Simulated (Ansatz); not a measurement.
**Single-point calculation, with input and output: Gd$_{5}$N$_{4}$ (part 3 of 3)**

Gd$_{5}$N$_{4}$ (slab, 9 atoms in the cell); DFT, PBE, plane waves, PAW, spin-polarised (Ansatz 0.2.0); cutoff 420 eV, 12×12×1 k-mesh, Gaussian smearing of 0.1 eV, collinear spins.  The settings are looser than a standard set-up, so the numbers are not reference values.

Geometry of the input (Å; fractional positions):
```
3.5245  0.0000  0.0000
-1.7623  3.0523  0.0000
0.0000  0.0000  26.5110
Gd 0.3333  0.6667  0.2877
N  0.6667  0.3333  0.3326
Gd 0.0000  0.0000  0.3941
N  0.3333  0.6667  0.4446
Gd 0.6667  0.3333  0.5000
N  0.0000  0.0000  0.5554
Gd 0.3333  0.6667  0.6059
N  0.6667  0.3333  0.6674
Gd 0.0000  0.0000  0.7123
```

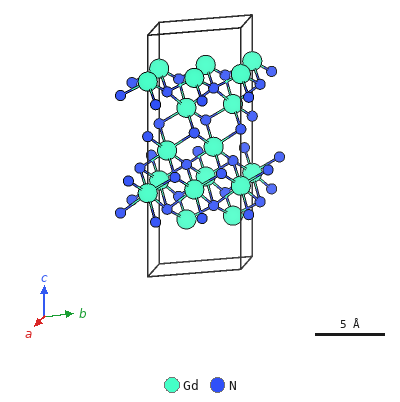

Figure 1. The input geometry (ball-and-stick view of the 1 × 2 repeat of the cell, with the vacuum cut short, seen slightly off an axis; bonded neighbours outside the cell are drawn too).

```
this state was not tested for a lower state beside it, because the mixer in use, unlike msr1, does not test its closes by its own steps (another_mixer; see scf.mixing.algorithm and scf.lower_state_search)
SCF converged after 30 iterations
Magnetization: 36.5507 μB (73.2754 up, 36.7246 down)
Absolute magnetization: 37.2999 μB (∫|ρ↑−ρ↓|, with the PAW one-centre terms)
Spin contamination: 0.1004 ħ² per cell (⟨S²⟩ above its minimum at these occupations)
Per-site moments (μB) at R_I (Å): [(6.898606756574825, 0.9722205810644982), (-0.09483202753160472, 0.9722205810644982), (6.866629256507705, 1.0044796962279687), (-0.0874038800686368, 1.0044796962279687), (6.875152947673539, 1.035285987491868), (-0.08738356772958233, 1.0044797070401008), (6.866625826056184, 1.0044797070401008), (-0.09478742263287097, 0.9722205827198642), (6.898681254029805, 0.9722205827198642)]
Free energy (F): -48208.560199 eV
Harris-Foulkes:  -48208.560191 eV  (|F-HF|=7.77e-6)
Internal energy: -48208.535085 eV  (E = F + TS)
E sigma→0 (E₀):  -48208.547642 eV
Entropy (-TS):   -0.025113 eV (-2.790 meV/atom)
Fermi energy:    6.647728 eV
Dipole field:    D = -0.001437 V/Å  (p = -0.002265 e·Å, saw-weighted, corrected)
Work function:   Φ+ = 3.7484 eV   Φ− = 3.7104 eV
Levels:          The Fermi level and band energies are counted from a zero that moves with the ramp; work functions are not
--- Per-component energies (eV) ---
  E_band       = -676.466326
  E_kinetic    = 2547.703324
  E_local      = -118476.493480  (includes V_loc(G=0)·N_el)
  E_nonlocal   = 1617.024839
  E_hartree    = 57902.886126
  E_xc         = -1416.392076
  E_vxc        = -1582.905197  (∫ρ·V_xc dr)
  E_paw        = -32749.546959  (= ΣΔE_a)
  E_vpaw       = -587.874417  (= ΣTr[D̂ρ^β])
  E_aug_tail   = 0.000370  (compensation charges beyond the density's cutoff)
  E_efield     = 0.000002  (sawtooth field / dipole correction)
  E_vefield    = 0.000003  (∫n·V_field dr)
  E_ewald      = 42366.282769
  E_smearing   = -0.025113  (= −TS)
  E_closure    = 0.000000  (closes the sum)
  Σ components = -48208.560199   (vs F -48208.560199, Δ=0.00e0)
--- Forces (eV/Å), atoms counted from 1 ---
  atom   1  Gd     0.00000000    -0.00000000    -0.00047015
  atom   2  N     -0.00000000     0.00000000    -0.00053335
  atom   3  Gd     0.00000000    -0.00000000     0.00224102
  atom   4  N     -0.00000000     0.00000000    -0.00118391
  atom   5  Gd    -0.00000000     0.00000000    -0.00012496
  atom   6  N      0.00000000    -0.00000000     0.00094135
  atom   7  Gd     0.00000000     0.00000000    -0.00221271
  atom   8  N     -0.00000000    -0.00000000     0.00089342
  atom   9  Gd     0.00000000     0.00000000     0.00108950
  max |Σ_I F_I| component: 6.40e-4 eV/Å
--- Band table (eV; the first three rows and the last of 38) ---
  k-point 0 ↑: bands = ["-38.5900", "-38.5900", "-38.0191", "-38.0112", "-37.8140", "-16.4462", "-16.4112", "-15.9279", "-15.7334", "-15.7334", "-15.7330", "-15.7330", "-15.5708", "-15.1542", "-15.1542", "-15.1465", "-15.1465", "-15.0891", "-14.9433", "-14.9433", "-7.3225", "-7.1160", "-6.5547", "-5.9701", "1.1929", "1.4202", "1.7605", "1.7605", "1.7606", "1.7606", "1.8241", "1.9119", "1.9312", "2.0109", "2.0109", "2.0109", "2.0109", "2.0634", "2.0729", "2.1047", "2.1054", "2.1571", "2.2139", "2.2139", "2.2510", "2.2510", "2.3688", "2.3729", "2.4668", "2.4668", "2.4835", "2.4835", "2.5485", "2.5485", "2.5592", "2.5613", "2.5621", "2.6834", "2.6834", "2.7469", "2.7830", "3.1653", "3.1653", "3.2908", "3.4787", "3.4787", "4.1784", "4.1784", "4.4023", "5.0595", "5.0595", "5.4097", "5.6102", "7.9795", "8.1117", "8.1117", "8.3770", "8.4223", "8.5507", "8.5507", "8.7382", "9.3695", "9.3695", "9.4258", "9.7767", "9.9834", "10.1230", "10.1825", "10.1825"]
  k-point 1 ↑: bands = ["-38.5858", "-38.5858", "-38.0147", "-38.0072", "-37.8104", "-16.4282", "-16.3979", "-15.9207", "-15.7969", "-15.7893", "-15.7460", "-15.7456", "-15.5693", "-15.2168", "-15.2084", "-15.1687", "-15.1579", "-15.0746", "-14.9933", "-14.9519", "-7.2398", "-7.0678", "-6.5454", "-6.0134", "1.3168", "1.4701", "1.7328", "1.7473", "1.7689", "1.7690", "1.8467", "1.9185", "1.9378", "1.9950", "1.9952", "2.0100", "2.0100", "2.0911", "2.0918", "2.1069", "2.1227", "2.1612", "2.2063", "2.2215", "2.2591", "2.2695", "2.3744", "2.3787", "2.4653", "2.4700", "2.4792", "2.4792", "2.5267", "2.5423", "2.5431", "2.5651", "2.5776", "2.6758", "2.6824", "2.7293", "2.7521", "3.1255", "3.2412", "3.2477", "3.5203", "3.6010", "3.9152", "4.1888", "4.5780", "4.7225", "5.0116", "5.6116", "5.6761", "7.6780", "7.9626", "8.0829", "8.2339", "8.4151", "8.5795", "8.6669", "8.9228", "9.1350", "9.4278", "9.5230", "9.7677", "10.0141", "10.1477", "10.2872", "10.4303"]
  k-point 2 ↑: bands = ["-38.5743", "-38.5743", "-38.0024", "-37.9963", "-37.8006", "-16.3837", "-16.3657", "-15.9652", "-15.9535", "-15.8737", "-15.7802", "-15.7799", "-15.5908", "-15.3602", "-15.3499", "-15.2078", "-15.1889", "-15.1135", "-15.0704", "-14.9758", "-7.0391", "-6.9532", "-6.5201", "-6.1258", "1.5425", "1.5863", "1.7289", "1.7358", "1.7921", "1.7923", "1.9044", "1.9361", "1.9583", "1.9828", "1.9853", "2.0069", "2.0069", "2.0605", "2.0611", "2.1526", "2.1684", "2.2437", "2.2439", "2.2521", "2.2801", "2.3023", "2.3897", "2.3945", "2.4617", "2.4690", "2.4777", "2.4957", "2.5033", "2.5070", "2.5367", "2.5830", "2.5954", "2.6634", "2.6789", "2.6947", "2.7404", "2.9690", "3.1718", "3.3974", "3.5376", "3.6064", "3.8170", "4.1978", "4.3869", "4.5616", "4.9032", "5.8043", "5.8520", "7.0018", "7.4441", "7.8541", "8.2503", "8.5925", "8.7502", "8.8004", "8.9989", "9.5552", "9.6213", "9.7626", "9.8586", "10.1870", "10.3656", "10.4676", "10.5770"]
  k-point 18 ↓: bands = ["-35.3544", "-35.3539", "-34.8642", "-34.8638", "-34.6851", "-14.2804", "-14.2756", "-13.9846", "-13.9844", "-13.9419", "-13.9419", "-13.6495", "-13.6492", "-13.6247", "-13.4904", "-13.3681", "-13.3680", "-13.0387", "-13.0385", "-12.9130", "-6.5579", "-6.5559", "-6.1725", "-6.1724", "2.6700", "2.6701", "2.8427", "3.2602", "3.2603", "3.4161", "3.6352", "3.7927", "3.7927", "4.1238", "4.1238", "4.2302", "7.0885", "7.0889", "7.1017", "7.1018", "7.1838", "7.1842", "7.1870", "7.1870", "7.1953", "7.1974", "7.2392", "7.2411", "7.3178", "7.3180", "7.4776", "7.4779", "7.4863", "7.5306", "7.5878", "7.5879", "7.6395", "7.6397", "7.6599", "7.6849", "7.7171", "7.7176", "7.7759", "7.7765", "7.8061", "7.8591", "7.8591", "7.9068", "7.9617", "7.9962", "7.9964", "8.2204", "8.2207", "8.5341", "8.5524", "9.4650", "9.4651", "10.0842", "10.2733", "10.2734", "10.7965", "11.0595", "11.0597", "11.5637", "11.5638", "13.1636", "13.3020", "13.3021", "13.6784"]
```

## Results in brief

```csv
quantity,value
outcome,converged
electrons treated,110
free energy,−48208.5602 eV
Fermi energy,6.648 eV
gap on the k-point mesh,none (metallic)
net moment of the cell,36.55 μB
integrated absolute moment,37.30 μB
largest force (length of the vector),0.002 eV/Å
wall time,2.2 min (CPU time 8.3 min)
peak memory,1.2 GiB
```

## Notes

Settings chosen away from the usual ones: scf.convergence.dr2_threshold set to 0.0001; scf.mixing.preconditioner set to resta. These settings are looser than, or depart from, a standard set-up, so the numbers are not reference values for this system. Notes on the run: the SCF threshold is loose for the printed forces; the state was not tested for a lower one.
